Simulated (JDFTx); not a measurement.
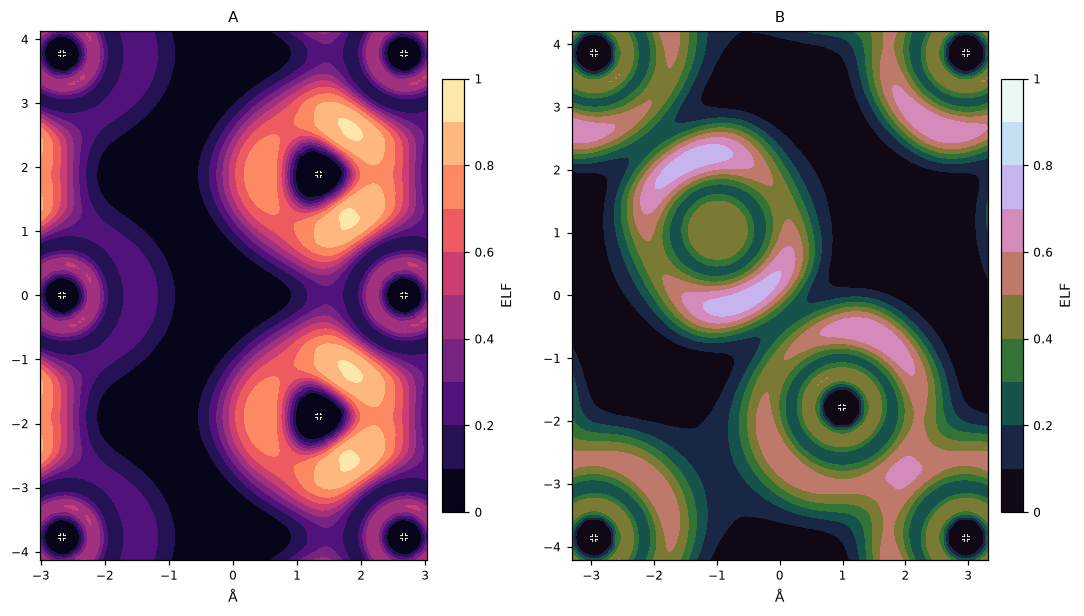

The electron localisation function of 2 systems, each on a plane through atoms (crosses mark nuclei in the plane).

These are results of Kohn-Sham DFT of a periodic cell, PBEsol, PseudoDojo-SR-PBEsol-0.4.1-standard (JDFTx), not measurements.

System 1: Te, the (110) plane of the conventional cell. Space group P3₁21.

```
Te
1.0
     4.45400    0.00000    0.00000
    -2.22700    3.85728    0.00000
     0.00000    0.00000    5.92400
Te
3
Direct
  0.73100 0.73100 0.00000
  0.00000 0.26900 0.66667
  0.26900 0.00000 0.33333
```

System 2: GaP, the (011) plane of the conventional cell. Space group F-43m; computed pressure about 5 GPa in this cell.

```
Ga P
1.0
     5.33923    0.00000    0.00000
     0.00000    0.00000   -5.33923
     0.00000    5.33923    0.00000
Ga P
4 4
Direct
  0.50000 0.50000 0.00000
  0.00000 0.50000 0.50000
  0.00000 0.00000 0.00000
  0.50000 0.00000 0.50000
  0.75000 0.75000 0.25000
  0.25000 0.75000 0.75000
  0.25000 0.25000 0.25000
  0.75000 0.25000 0.75000
```

Which map belongs to which system?

Answer. Panel A is system 2, GaP: the plane holds Ga and P. Ga–P (2.31 Å): the ELF peaks at about 0.90 in the valence shell of P, 0.8 Å from its nucleus, and is about 0.75 at the midpoint. Panel B is system 1, Te: the plane holds Te. Te–Te (2.86 Å): the ELF peaks at about 0.60 between the atoms.
